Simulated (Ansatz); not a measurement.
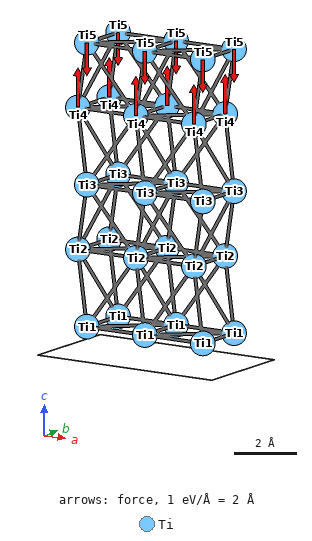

Starting geometry of a slab of composition Ti (cut from the P6_3/mmc phase) with the computed forces as red arrows. A ball-and-stick model of the 3 × 2 repeat of the cell, outlined in the plane, without the vacuum, seen slightly off an axis.

Case: clean slab, lower half held. The slab is the (0 0 1) face of Ti. 2 atoms are held fixed.

All numbers below come from Ansatz 0.2.0, DFT r2SCAN, scalar-relativistic, plane waves, PAW. Set-up: plane-wave cutoff 500 eV; k-point mesh 12 × 12 × 1; occupations gaussian; smearing width 0.1 eV; no spin polarisation; dipole correction; atoms relaxed in a fixed cell; force threshold 0.03 eV/Å; at most 70 steps.

Question: What follows when this structure is relaxed?

Answer: It isn't relaxed: the largest force vector, on Ti4, is 0.66 eV/Å. The atoms end up moving mostly along the starting forces (cosine between the two patterns 0.99). Ti5 moves most: 0.089 Å along the normal (−c). The cell stays as it was. Some distances before and after: Ti4–Ti5 2.872 → 2.737 Å, Ti3–Ti4 2.872 → 2.926 Å, Ti2–Ti3 2.872 → 2.883 Å. The energy falls by 57.3 meV per cell of the calculation in 2 accepted moves (3 points after the start). The largest force component goes from 0.66 to 0.019 eV/Å. 1 step only repeated the SCF at the same geometry.
